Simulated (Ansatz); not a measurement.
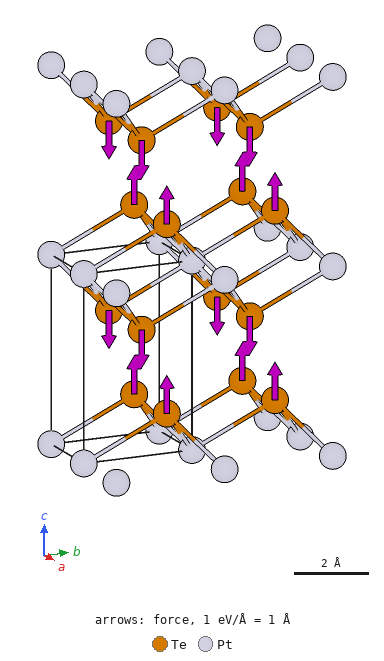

Starting geometry of solid Te2Pt (set up in P-3m1) (coarse preliminary run) with the computed forces as purple arrows. The picture is a ball-and-stick view of the cell of the calculation, repeated 2 × 2 × 2 with one cell outlined, seen slightly off an axis.

Level of theory: Ansatz, DFT PBE+D3(BJ), scalar-relativistic, plane waves, PAW.

Input
```yaml
crystal:
  lattice:
    - [4.01, 0.0, 0.0]
    - [-2.005, 3.4727618692, 0.0]
    - [0.0, 0.0, 5.201]
  atoms:
    - { symbol: Te, position: [0.3333333333, 0.6666666667, 0.25] }
    - { symbol: Te, position: [0.6666666667, 0.3333333333, 0.75] }
    - { symbol: Pt, position: [0.0, 0.0, 0.0] }
basis:
  ecutwfc: 420
kpoints:
  mp_grid: { grid: [6, 6, 4] }
hamiltonian:
  xc: pbe
  dispersion: d3bj
scf:
  occupations: { method: gaussian, width: 0.1 }
output:
  forces: true
  stress: true
  eigenvalues: true
relax:
  adjacent_minimum: "off"
  f_tol: 0.05
  max_steps: 70
  cell: { stress_tol: 0.5 }
```

Command:
```bash
ansatz run input.yaml --threads 2 --pin off --max-ram 5120MiB --backend cpu --events-out ev --progress --plain --runs-dir out
```

What follows when this structure is relaxed?

It isn't relaxed: the largest force vector, on Te atoms, is 1.07 eV/Å. The atoms end up moving mostly along the starting forces (cosine between the two patterns 1.00). The energy falls by 92.2 meV per cell of the calculation in 2 accepted moves (4 points after the start). Largest force component: 1.1 eV/Å at the start, 0.02 eV/Å at the end. Pressure: 4.83 GPa at the start and −0.14 GPa at the end. The line search rejected the trial step at point 1 of the run. At 1 point the geometry stayed and the basis and grid were re-selected for the new cell (energy shift of 0.2 meV per cell of the calculation at most each time). The largest moves relative to the cell, 0.074 Å, are those of Te1 and Te2. Te2 goes along −c. Pt stays in place. The drawn cell changes as follows: a = b 4.010 → 4.053 Å (+1.1 %), c 5.201 → 5.133 Å (−1.3 %); the volume changes by +0.8 %. Among the contacts that change: Te1–Pt3 2.655 → 2.705 Å. The space group stays P-3m1 (No. 164).
